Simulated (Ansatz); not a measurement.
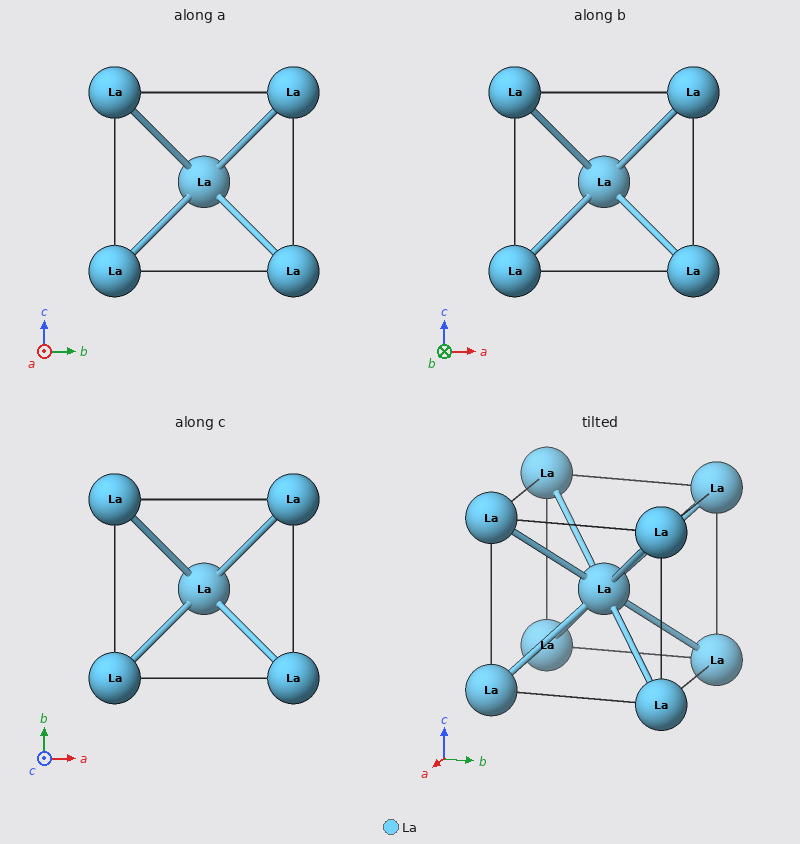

Crystal structure, ball-and-stick style, seen along the a axis, along the b axis, along the c axis and slightly off an axis. The wireframe shows the conventional unit cell.

Lattice parameters: a = 4.3955 Å, b = 4.3955 Å, c = 4.3955 Å, α = 90.000°, β = 90.000°, γ = 90.000°.

### Give the structure in the form of a CIF in P1 with every atom of the cell.

```cif
data_structure
_symmetry_space_group_name_H-M 'P 1'
_symmetry_Int_Tables_number 1
_cell_length_a 4.3955
_cell_length_b 4.3955
_cell_length_c 4.3955
_cell_angle_alpha 90.000
_cell_angle_beta 90.000
_cell_angle_gamma 90.000
_cell_volume 84.93
loop_
_atom_site_label
_atom_site_type_symbol
_atom_site_fract_x
_atom_site_fract_y
_atom_site_fract_z
_atom_site_occupancy
La1 La 0.0000 0.0000 0.0000 1
La2 La 0.5000 0.5000 0.5000 1
```

Source of the structure: a structure type filled with this element by a generator (whether the element takes this form wasn't checked). Earlier steps of the study may have refined or changed the cell and positions. It was run through Ansatz as a DFT input.
